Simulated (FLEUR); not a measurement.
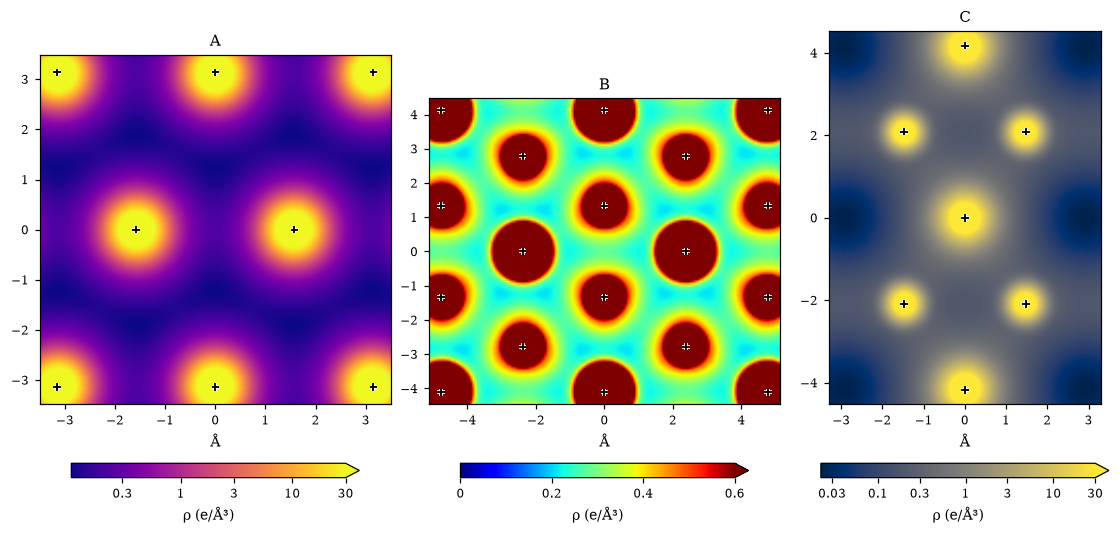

The electron density of 3 systems, each on a plane through atoms (crosses mark nuclei in the plane).

Level of theory: Kohn-Sham DFT of a periodic cell, PBE, all-electron (FLEUR).

System 1: Sb, the (101) plane of the conventional cell. Space group I4/mmm; a structure from a database of computed crystals, not necessarily the ambient phase.

System 2: TiSi₂, the (001) plane of the conventional cell. Space group Fddd; a structure from a database of computed crystals, not necessarily the ambient phase.

```xyz
24
Lattice="4.7790 0.0000 0.0000 0.0000 8.2350 0.0000 0.0000 0.0000 8.5258" Properties=species:S:1:pos:R:3 pbc="T T T"
Ti    3.5843    2.0588    2.1314
Ti    1.1948    6.1763    2.1314
Ti    1.1948    2.0588    6.3943
Ti    3.5843    6.1763    6.3943
Ti    2.3895    0.0000    0.0000
Ti    0.0000    4.1175    0.0000
Ti    0.0000    0.0000    4.2629
Ti    2.3895    4.1175    4.2629
Si    1.1948    3.3975    2.1314
Si    3.5843    7.5150    2.1314
Si    3.5843    3.3975    6.3943
Si    1.1948    7.5150    6.3943
Si    1.1948    0.7200    2.1314
Si    3.5843    4.8375    2.1314
Si    3.5843    0.7200    6.3943
Si    1.1948    4.8375    6.3943
Si    0.0000    1.3388    0.0000
Si    2.3895    5.4563    0.0000
Si    2.3895    1.3388    4.2629
Si    0.0000    5.4563    4.2629
Si    2.3895    2.7787    0.0000
Si    0.0000    6.8963    0.0000
Si    0.0000    2.7787    4.2629
Si    2.3895    6.8963    4.2629
```

System 3: Al₂Pt, the (011) plane of the conventional cell. Space group Fm-3m.

```cif
data_structure
_symmetry_space_group_name_H-M 'P 1'
_symmetry_Int_Tables_number 1
_cell_length_a 5.9100
_cell_length_b 5.9100
_cell_length_c 5.9100
_cell_angle_alpha 90.000
_cell_angle_beta 90.000
_cell_angle_gamma 90.000
_cell_volume 206.43
loop_
_atom_site_label
_atom_site_type_symbol
_atom_site_fract_x
_atom_site_fract_y
_atom_site_fract_z
_atom_site_occupancy
Pt1 Pt 0.00000 0.00000 0.00000 1
Pt2 Pt 0.50000 0.50000 0.00000 1
Pt3 Pt 0.50000 0.00000 0.50000 1
Pt4 Pt 0.00000 0.50000 0.50000 1
Al1 Al 0.75000 0.25000 0.25000 1
Al2 Al 0.25000 0.75000 0.25000 1
Al3 Al 0.25000 0.25000 0.75000 1
Al4 Al 0.75000 0.75000 0.75000 1
Al5 Al 0.25000 0.25000 0.25000 1
Al6 Al 0.75000 0.75000 0.25000 1
Al7 Al 0.75000 0.25000 0.75000 1
Al8 Al 0.25000 0.75000 0.75000 1
```

Which map belongs to which system?

Answer. Panel A is system 1, Sb: the plane holds Sb. Sb–Sb (3.15 Å): ρ at the midpoint is about 0.23 e/Å³. Panel B is system 2, TiSi₂: the plane holds Ti and Si. Ti–Si (2.74 Å): ρ is about 0.27 e/Å³ halfway. Panel C is system 3, Al₂Pt: the plane holds Pt and Al. Al–Pt (2.56 Å): ρ is about 0.44 e/Å³ halfway.
